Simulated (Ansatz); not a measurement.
## MgO: geometry relaxation (part 2 of 3)

MgO (14 atoms in the cell); DFT PBE, scalar-relativistic, plane waves, PAW, no spin polarisation (Ansatz 0.2.0); cutoff 420 eV, 1×1×5 k-mesh, Gaussian smearing of 0.05 eV. The structure derives from an entry of the Crystallography Open Database. It belongs to a series of runs on one base structure; here: wire along [1 1 1], 14 atoms a period.

Geometry of the input (Å; fractional positions):
```
12.5000  0.0000  0.0000
0.0000  12.3000  0.0000
0.0000  0.0000  7.3676
Mg 0.5000  0.5000  0.0000
O  0.6389  0.5000  0.1667
O  0.3611  0.5000  0.8333
Mg 0.3611  0.5000  0.3333
Mg 0.6389  0.5000  0.6667
O  0.5000  0.5000  0.5000
Mg 0.5695  0.3777  0.3333
Mg 0.4305  0.6223  0.6667
O  0.4305  0.3777  0.1667
O  0.5695  0.6223  0.8333
Mg 0.5695  0.6223  0.3333
Mg 0.4305  0.3777  0.6667
O  0.4305  0.6223  0.1667
O  0.5695  0.3777  0.8333
```

## What the program printed, continued
```
Crystal: 14 atoms, lattice volume = 1125.791 Å³
Basis set: ecut = 420 eV, 21969 PW (Γ), exchange–correlation on 180×180×100 points (8 copies of the dense FFT grid, shifted against one another)
iter 1 solved again at ethr=3.77e-6 eV; its pass at ethr=3.10e-3 eV (dr2=4.22e-3 eV) is discarded
SCF iter   1: F=—  HF=-17441.728344 eV  |F-HF|=—  |Δ(HF+E_count)|=         —  Δρ=5.46e-4  dr2=4.28e-3  ethr=3.77e-6  ⟨swp⟩=3.0  Hψ=785  notcnv=0
preconditioner: auto → Resta (q_TF=auto, 1.857 Å⁻¹)  ε∞=1.8  [insulator: Δε(μ)=1.413 eV  Ē_g=8.976 eV  σ=0.050 eV  W_gap=1.00  n_scr=128 (ndim 8)  ℏωp=8.1 eV  f_vac=0.769  D(μ)=0.00/eV (n_scr^D=0)  ε∞_Penn≈1.8  vacuum switching on, ρ_ref=5.8e-3 e/Å³]
SCF iter   2: F=—  HF=-17441.726907 eV  |F-HF|=—  |Δ(HF+E_count)|=   1.44e-3  Δρ=2.11e-4  dr2=4.95e-4  ethr=3.77e-6  ⟨swp⟩=2.0  Hψ=273  notcnv=0
SCF iter   3: F=—  HF=-17441.726826 eV  |F-HF|=—  |Δ(HF+E_count)|=   8.05e-5  Δρ=1.63e-4  dr2=2.79e-4  ethr=4.42e-7  ⟨swp⟩=2.0  Hψ=285  notcnv=0
SCF iter   4: F=—  HF=-17441.727018 eV  |F-HF|=—  |Δ(HF+E_count)|=   1.92e-4  Δρ=4.45e-5  dr2=1.34e-5  ethr=2.49e-7  ⟨swp⟩=2.0  Hψ=291  notcnv=0
SCF iter   5: F=—  HF=-17441.727020 eV  |F-HF|=—  |Δ(HF+E_count)|=   1.72e-6  Δρ=1.64e-5  dr2=2.99e-6  ethr=1.20e-8  ⟨swp⟩=2.0  Hψ=294  notcnv=0
SCF iter   6: F=-17441.727020 eV  HF=-17441.727020 eV  |F-HF|=2.27e-8  |Δ(HF+E_count)|=   3.75e-7  Δρ=3.26e-6  dr2=1.31e-7  ethr=3.60e-10  ⟨swp⟩=11.7  Hψ=1618  notcnv=0
SCF 6 converged in 6 iterations: F = -17441.727020 eV  dr2 = 1.31e-7
relax step   6: F+E_penalty+E_count = -17441.72701971 eV  Δ(F+E_penalty+E_count) = -1.938e-3 eV  max|allowed force component| = 2.829e-2 eV/Å  Δτ_max = 0.0105 Å  P = +0.038 GPa  Ω = 1125.791 Å³  energy of the carried Pulay correction = +3.264e-3 eV  fix = [a, b, alpha, beta, gamma]  reactions: a +0.019, b +0.024 GPa; beta +0.003 GPa/rad  (6 SCF iters, dr2 threshold 4.03e-7 eV, accepted)
Crystal: 14 atoms, lattice volume = 1131.103 Å³
Basis set: ecut = 420 eV, 22109 PW (Γ), exchange–correlation on 180×180×100 points (8 copies of the dense FFT grid, shifted against one another)
iter 1 solved again at ethr=1.63e-6 eV; its pass at ethr=3.10e-3 eV (dr2=1.82e-3 eV) is discarded
SCF iter   1: F=—  HF=-17441.725981 eV  |F-HF|=—  |Δ(HF+E_count)|=         —  Δρ=3.03e-4  dr2=1.59e-3  ethr=1.63e-6  ⟨swp⟩=2.0  Hψ=780  notcnv=0
preconditioner: auto → Resta (q_TF=auto, 1.856 Å⁻¹)  ε∞=1.8  [insulator: Δε(μ)=1.409 eV  Ē_g=8.939 eV  σ=0.050 eV  W_gap=1.00  n_scr=136 (ndim 8)  ℏωp=8.1 eV  f_vac=0.769  D(μ)=0.00/eV (n_scr^D=0)  ε∞_Penn≈1.8  vacuum switching on, ρ_ref=5.8e-3 e/Å³]
SCF iter   2: F=—  HF=-17441.725743 eV  |F-HF|=—  |Δ(HF+E_count)|=   2.39e-4  Δρ=2.34e-4  dr2=4.56e-4  ethr=1.42e-6  ⟨swp⟩=2.0  Hψ=294  notcnv=0
SCF iter   3: F=—  HF=-17441.725677 eV  |F-HF|=—  |Δ(HF+E_count)|=   6.61e-5  Δρ=6.92e-5  dr2=9.53e-5  ethr=4.07e-7  ⟨swp⟩=2.0  Hψ=294  notcnv=0
SCF iter   4: F=—  HF=-17441.725843 eV  |F-HF|=—  |Δ(HF+E_count)|=   1.67e-4  Δρ=5.45e-5  dr2=3.70e-5  ethr=8.51e-8  ⟨swp⟩=2.0  Hψ=294  notcnv=0
SCF iter   5: F=—  HF=-17441.725925 eV  |F-HF|=—  |Δ(HF+E_count)|=   8.15e-5  Δρ=1.09e-5  dr2=1.69e-6  ethr=3.30e-8  ⟨swp⟩=2.0  Hψ=294  notcnv=0
SCF iter   6: F=—  HF=-17441.725926 eV  |F-HF|=—  |Δ(HF+E_count)|=   1.07e-6  Δρ=3.05e-6  dr2=9.52e-8  ethr=1.51e-9  ⟨swp⟩=2.0  Hψ=270  notcnv=0
SCF iter   7: F=-17441.725926 eV  HF=-17441.725926 eV  |F-HF|=3.42e-9  |Δ(HF+E_count)|=   1.35e-7  Δρ=5.01e-7  dr2=2.92e-9  ethr=4.47e-11  ⟨swp⟩=14.3  Hψ=1451  notcnv=0
SCF 7 converged in 7 iterations: F = -17441.725926 eV  dr2 = 2.92e-9
relax step   7: F+E_penalty+E_count = -17441.72592609 eV  Δ(F+E_penalty+E_count) = +1.094e-3 eV  max|allowed force component| = 1.742e-3 eV/Å  Δτ_max = 0.0032 Å  P = +0.004 GPa  Ω = 1131.103 Å³  energy of the carried Pulay correction = +7.792e-4 eV  fix = [a, b, alpha, beta, gamma]  reactions: a -0.000, b +0.005 GPa; beta +0.003 GPa/rad  (7 SCF iters, dr2 threshold 5.00e-8 eV, accepted)
Initial wavefunctions: pseudopotential atomic-orbital guess (no wavefunctions were taken with the density)
iter 1 solved again at ethr=2.04e-6 eV; its pass at ethr=3.10e-3 eV (dr2=2.29e-3 eV) is discarded
SCF iter   1: F=—  HF=-17441.725113 eV  |F-HF|=—  |Δ(HF+E_count)|=         —  Δρ=5.07e-6  dr2=7.77e-8  ethr=2.04e-6  ⟨swp⟩=3.7  Hψ=1452  notcnv=0
eigensolver tolerance schedule: the retry pair's looser diagonalisation over-reported the residual by 29469.72 of it (diagonalisation noise at an unbounded share of the residual, at the tolerance the schedule requests for it); recorded, not acted on — ethr = c·dr2/N_el stays at c = 1.0e-1
preconditioner: auto → Resta (q_TF=auto, 1.856 Å⁻¹)  ε∞=1.8  [insulator: Δε(μ)=1.420 eV  Ē_g=8.952 eV  σ=0.050 eV  W_gap=1.00  n_scr=136 (ndim 8)  ℏωp=8.1 eV  f_vac=0.769  D(μ)=0.00/eV (n_scr^D=0)  ε∞_Penn≈1.8  vacuum switching on, ρ_ref=5.8e-3 e/Å³]
SCF iter   2: F=—  HF=-17441.725353 eV  |F-HF|=—  |Δ(HF+E_count)|=   2.40e-4  Δρ=3.24e-6  dr2=6.86e-8  ethr=6.94e-11  ⟨swp⟩=4.0  Hψ=599  notcnv=0
SCF iter   3: F=—  HF=-17441.725353 eV  |F-HF|=—  |Δ(HF+E_count)|=   5.58e-9  Δρ=1.80e-6  dr2=8.08e-9  ethr=6.13e-11  ⟨swp⟩=2.0  Hψ=294  notcnv=0
SCF iter   4: F=—  HF=-17441.725353 eV  |F-HF|=—  |Δ(HF+E_count)|=   2.51e-8  Δρ=7.57e-7  dr2=2.66e-9  ethr=7.21e-12  ⟨swp⟩=2.0  Hψ=294  notcnv=0
SCF iter   5: F=—  HF=-17441.725353 eV  |F-HF|=—  |Δ(HF+E_count)|=   4.59e-9  Δρ=4.71e-7  dr2=2.49e-9  ethr=2.37e-12  ⟨swp⟩=2.0  Hψ=294  notcnv=0
SCF iter   6: F=—  HF=-17441.725353 eV  |F-HF|=—  |Δ(HF+E_count)|=  4.37e-10  Δρ=8.15e-8  dr2=6.92e-11  ethr=2.22e-12  ⟨swp⟩=2.0  Hψ=294  notcnv=0
SCF iter   7: F=-17441.725353 eV  HF=-17441.725353 eV  |F-HF|=2.55e-11  |Δ(HF+E_count)|=  1.46e-11  Δρ=2.15e-8  dr2=5.42e-12  ethr=1.00e-12  ⟨swp⟩=11.0  Hψ=1051  notcnv=0
SCF 8 converged in 7 iterations: F = -17441.725353 eV  dr2 = 5.42e-12
relax step   8: F+E_penalty+E_count = -17441.72535299 eV  Δ(F+E_penalty+E_count) = +5.731e-4 eV  max|allowed force component| = 1.737e-3 eV/Å  Δτ_max = 0.0000 Å  P = +0.004 GPa  Ω = 1131.103 Å³  fix = [a, b, alpha, beta, gamma]  reactions: a +0.001, b +0.005 GPa; beta +0.003 GPa/rad  stress off target by 5.18e-3 GPa on what of the cell is left free  SCF on the basis re-selected at this cell (its energy is not comparable with the rows above)  (7 SCF iters)
```

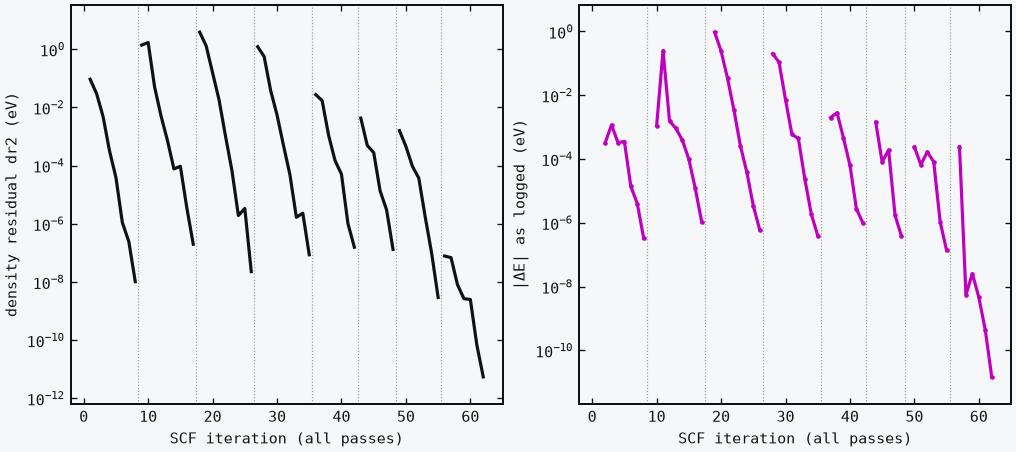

*Convergence of the self-consistent field: density residual dr2 and size of the energy change against the SCF iteration. The dotted lines part the SCF passes of the relaxation: geometry steps, rejected trials and re-solves on a re-selected basis.*

The 8 passes take 6 to 9 iterations each, 62 in all.

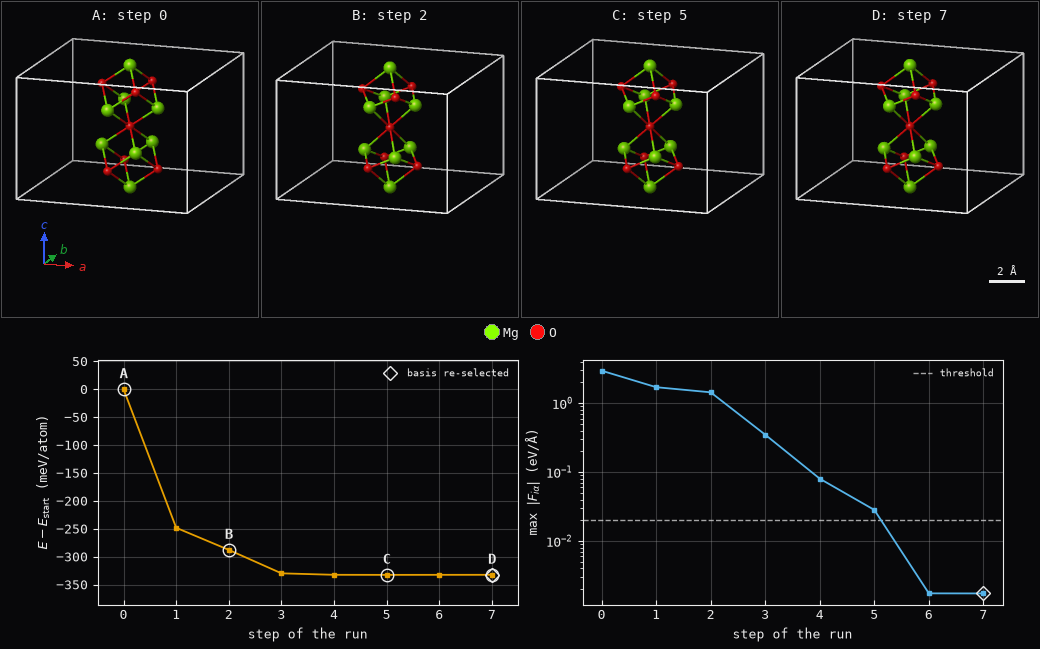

*Frames of the relaxation (ball-and-stick view of the cell of the calculation, with the vacuum cut short, seen slightly off an axis) above the curves, on which the letters mark them (the first geometry is step 0 here and step 1 in the log).*

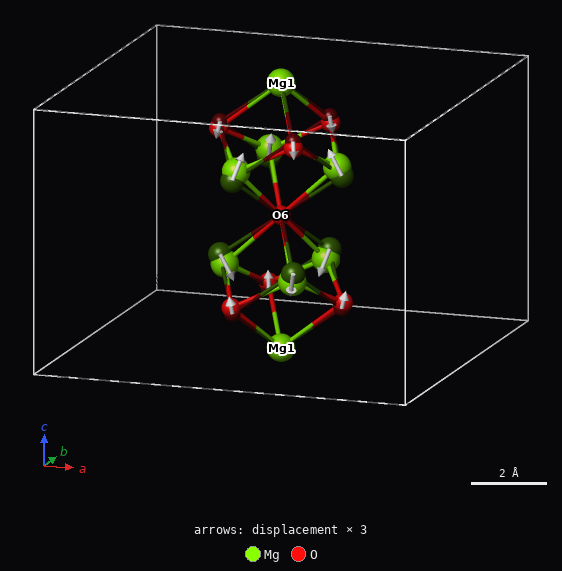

*Start (faint) and end (solid) with the displacements as white arrows, magnified 3 times (ball-and-stick view of the cell of the calculation, with the vacuum cut short, seen slightly off an axis).*

The largest moves relative to the cell, 0.27 Å, are those of Mg4, Mg5, Mg7, Mg8, Mg11 and Mg12. Largest moves by element: Mg 0.27 Å, O 0.17 Å. Along the periodic axis the drawn cell goes c 7.368 → 7.357 Å (−0.1 %). Among the contacts that change: Mg11–O13 2.127 → 1.884 Å, Mg1–O10 2.127 → 2.256 Å, Mg4–O6 2.127 → 2.174 Å. Among the angles that change: O3–Mg8–O10 90.0° → 109.4°, Mg4–O6–Mg7 90.0° → 79.5°, Mg4–O6–Mg8 90.0° → 100.5°. The energy falls by 333 meV per atom in 6 geometry steps. The largest force component goes from 3 to 0.0017 eV/Å. A last SCF at the same geometry on a re-selected plane-wave basis shifts the energy by +0.0 meV per atom. (Atoms are counted from 1 in the order of the input.)

```
basis re-selected at this cell: Δ(F+E_penalty+E_count) = +5.731e-4 eV, ΔP = -0.000 GPa vs the last step (what re-selecting the basis moved, of the pressure what is left beyond the Pulay correction that the steps carried, after the strain that the cell walked since its last selection, with what the two solves' SCF thresholds leave and, on support functions, any second-order correction that the steps lacked; it is no measure of the basis error at this ecutwfc). This SCF's stress stands 5.18e-3 GPa from its target on what of the cell is left free (relax.cell.stress_tol is 3.00e-2 GPa) and its largest allowed force component is 1.74e-3 eV/Å (relax.f_tol is 2.00e-2 eV/Å): within both
WARN: The output density's exchange-correlation potential varies sharply where the density is thin. Do not read a vacuum level from v_tot or v_xc, or from such a field of the output density. On a cell that repeats whose density bears no net charge and no dipole along the vacuum's axis use v_es (v_loc + v_h of the components); under efield.dipole_correction with no amplitude use v_es + v_field, which holds any external_charges[].barrier, or the levels of the report's work_function block, which leave it out; under a non-zero efield.amplitude the vacuum is tilted and has no level; on a cell that repeats and bears such a dipole with no correction it is tilted too, and efield.dipole_correction with no amplitude gives each side of its ramp a level where efield: is served; in a cell that repeats whose density bears a net charge (total_charge, or a fill off its count) it is curved and has none; of a slab under crystal.periodic whose density bears no net charge use v_es, which has a level on each side, short of where the two are joined; of another it falls or rises all the way out and has none; of a slab beside external_charges read slab_vacuum_level instead, which it has where they leave it neutral. The grid or the basis barely resolves most such structure, and the values can differ between equally converged runs; as a rule a tighter scf.convergence.dr2_threshold does not remove it. Where the density itself ripples (under the LDA too) a higher basis.ecutwfc lessens it. The files hold the spikes' plane waves up to the density's cutoff. Files: v_tot_of_output_density and the like, and their columns of v_z.tsv (output.write_potential); v_xc_of_output_density and the like, and their columns of v_comp_z.tsv (output.write_potential_components). Measured: with its Gaussian average of σ = 0.25 Å subtracted twice, the exchange-correlation potential is over 0.1 eV at 4449 of the grid points where the equally averaged density (valence and model cores) is under 1e-3 e/Å³, and 0.928 eV at the most among them, at an averaged density of 4.7e-6 e/Å³. The input density's (outcome.potential() and, of a run that writes arrays, v_tot and v_xc) is over 0.1 eV, so measured, at 4447 points of its own thin density, 0.931 eV at the most. See output.write_potential in the manual, Limitations
SCF converged after 7 iterations
Free energy (F): -17441.725353 eV
Harris-Foulkes:  -17441.725353 eV  (|F-HF|=2.55e-11)
Internal energy: -17441.725353 eV  (E = F + TS)
E sigma→0 (E₀):  -17441.725353 eV
Fermi energy:    -2.677063 eV
--- Per-component energies (eV) ---
  E_band       = -3386.167487
  E_kinetic    = 1758.629304
  E_local      = -46046.366974  (includes V_loc(G=0)·N_el)
  E_nonlocal   = 1002.817117
  E_hartree    = 20630.418309
  E_xc         = -723.113471
  E_vxc        = -925.141573  (∫ρ·V_xc dr)
  E_paw        = -3148.187959  (= ΣΔE_a)
  E_vpaw       = -436.958896  (= ΣTr[D̂ρ^β])
  E_aug_tail   = 0.016852  (compensation charges beyond the density's cutoff)
  E_ewald      = 9084.061469
  E_smearing   = -0.000000  (= −TS)
  E_closure    = 0.000000  (closes the sum)
  Σ components = -17441.725353   (vs F -17441.725353, Δ=0.00e0)
--- Forces (eV/Å), atoms counted from 1 ---
  atom   1  Mg     0.00000000     0.00000000     0.00000000
  atom   2  O      0.00042517     0.00000000    -0.00086564
  atom   3  O     -0.00042517    -0.00000000     0.00086564
  atom   4  Mg    -0.00002833     0.00000000    -0.00106176
  atom   5  Mg     0.00002833    -0.00000000     0.00106176
  atom   6  O      0.00000000     0.00000000     0.00000000
  atom   7  Mg    -0.00002606     0.00030031    -0.00173652
  atom   8  Mg     0.00002606    -0.00030031     0.00173652
  atom   9  O     -0.00013965     0.00008336    -0.00113999
  atom  10  O      0.00013965    -0.00008336     0.00113999
  atom  11  Mg    -0.00002606    -0.00030031    -0.00173652
  atom  12  Mg     0.00002606     0.00030031     0.00173652
  atom  13  O     -0.00013965    -0.00008336    -0.00113999
  atom  14  O      0.00013965     0.00008336     0.00113999
  max |Σ_I F_I| component: 2.17e-19 eV/Å
--- Stress (GPa, compression-positive) ---
        0.001320       0.000000      -0.003281
        0.000000       0.004766      -0.000000
       -0.003280      -0.000000       0.005184
  P = ⅓ Tr σ = 0.0038 GPa (0.038 kbar)
--- Band table (eV) ---
  k-point 0: bands = ["-77.3276", "-77.3271", "-77.3226", "-77.3223", "-77.3219", "-77.3216", "-76.3295", "-44.1900", "-44.1899", "-44.1443", "-44.1440", "-44.1436", "-44.1433", "-44.1104", "-44.1007", "-44.0980", "-44.0973", "-44.0929", "-44.0921", "-43.9800", "-43.9793", "-43.9792", "-43.9786", "-43.9549", "-43.9535", "-43.1129", "-43.0730", "-43.0726", "-20.6116", "-18.8127", "-18.7086", "-18.4917", "-18.4914", "-18.4183", "-18.4183", "-7.1945", "-6.9711", "-6.9705", "-5.7516", "-5.1314", "-5.1309", "-5.0612", "-5.0601", "-4.9198", "-4.6741", "-4.2146", "-3.9819", "-3.9554", "-3.9540", "-3.8260", "-3.8259", "-3.5501", "-3.5493", "-3.5029", "-3.5017", "-3.3872", "-1.9669", "-0.5066", "-0.5036", "0.1876", "0.2522", "0.6284", "1.2529", "2.1537", "2.1756", "2.3385", "2.4962", "2.7387", "2.7680", "2.8690"]
```
